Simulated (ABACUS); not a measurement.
```cif
data_structure
_symmetry_space_group_name_H-M 'P 1'
_symmetry_Int_Tables_number 1
_cell_length_a 6.0630
_cell_length_b 6.0630
_cell_length_c 6.0630
_cell_angle_alpha 90.000
_cell_angle_beta 90.000
_cell_angle_gamma 90.000
_cell_volume 222.88
loop_
_atom_site_label
_atom_site_type_symbol
_atom_site_fract_x
_atom_site_fract_y
_atom_site_fract_z
_atom_site_occupancy
I1 I 0.50000 0.50000 0.00000 1
I2 I 0.00000 0.50000 0.50000 1
I3 I 0.00000 0.00000 0.00000 1
I4 I 0.50000 0.00000 0.50000 1
Cu1 Cu 0.75000 0.75000 0.25000 1
Cu2 Cu 0.25000 0.75000 0.75000 1
Cu3 Cu 0.25000 0.25000 0.25000 1
Cu4 Cu 0.75000 0.25000 0.75000 1
```

Space group F-43m; computed pressure about −4 GPa in this cell.

Level of theory: Kohn-Sham DFT of a periodic cell, LDA, GBRV ultrasoft 1.5 LDA in ABACUS 3.10.1.

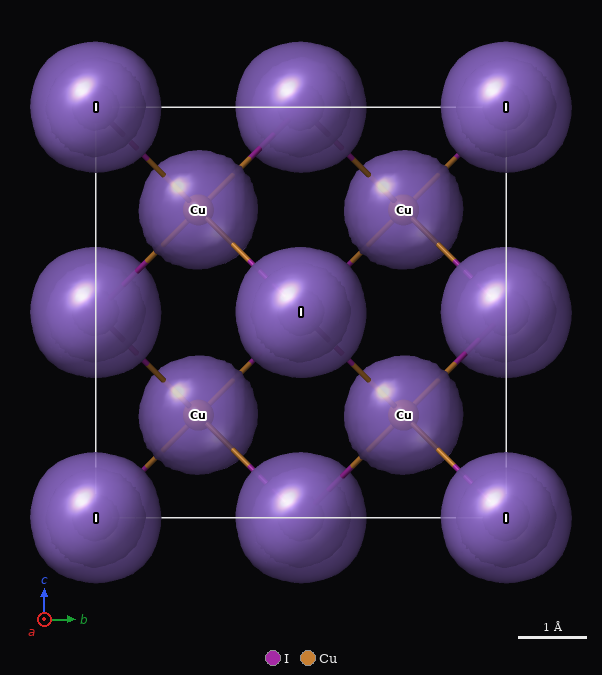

CuI. Isosurface of the valence charge density (pseudo) at 0.6 e/Å³ (purple), seen along the a axis. Sticks mark near contacts.

What does this surface tell about the bonding?

At this value the density breaks into separate islands; it holds about 70 % of the electrons treated as valence. It bridges none of the near contacts. It is pinched off along the shortest Cu–I (2.63 Å) contacts. On the grid the lowest density along these lines, outside the cores, is 0.36 e/Å³ (Cu–I, 2.63 Å).

Does the calculation make it a metal, or give it a gap?

It is gapped, with a Kohn–Sham gap of 0.92 eV on the k-point mesh (the band edges may lie off the mesh, which would make the gap smaller).
